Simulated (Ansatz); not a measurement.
```xyz
12
Lattice="3.0140 1.7381 8.3151 -3.0113 1.7384 8.3141 0.0008 -1.7396 4.1576" Properties=species:S:1:pos:R:3 pbc="T T T"
Mg   -2.9601    1.7105    8.2952
H     0.0527   -0.0286    9.2249
H     0.0520   -0.0284    3.2096
Mg   -1.4544    0.8415    4.1384
H    -1.4531    0.8404   13.3817
H    -1.4535    0.8407    7.3667
Mg   -1.4531    2.5795   12.4531
H     1.5595    0.8402   13.3822
H     1.5589    0.8406    7.3672
Mg    0.0525    1.7106    8.2952
H     0.0539    1.7096   17.5394
H     0.0533    1.7101   11.5245
```

Space group R-3m; a structure from a database of computed crystals, not necessarily the ambient phase; started from the PbI2-166 prototype, which need not be the ambient phase; changed on purpose from its base cell (shaken).

The calculation used DFT, PBEsol, plane waves, PAW in Ansatz.

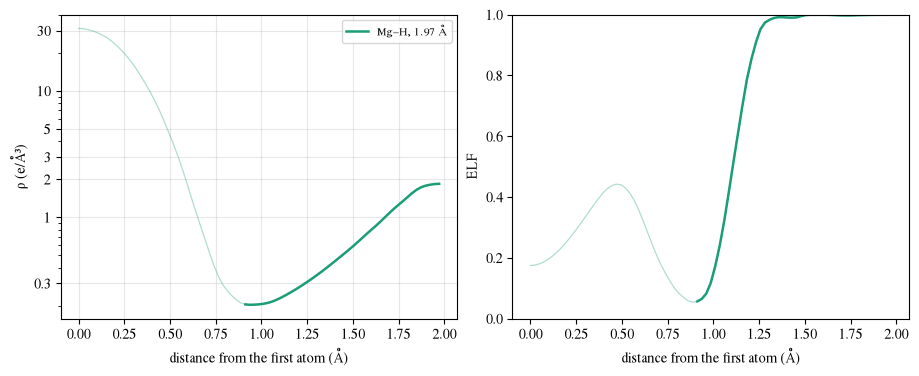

MgH₂. Valence charge density (pseudo) and electron localisation function along straight lines between neighbouring atoms. Thin, pale parts lie inside the atomic spheres.

The density is the valence pseudo-density of a PAW calculation; it isn't the true density close to the nuclei.

**What kind of bonding do the profiles show?**

Mg–H (1.97 Å): ρ at the midpoint is about 0.2 e/Å³; the ELF climbs to about 1 towards the hydrogen: an ionic contact to a hydride ion.
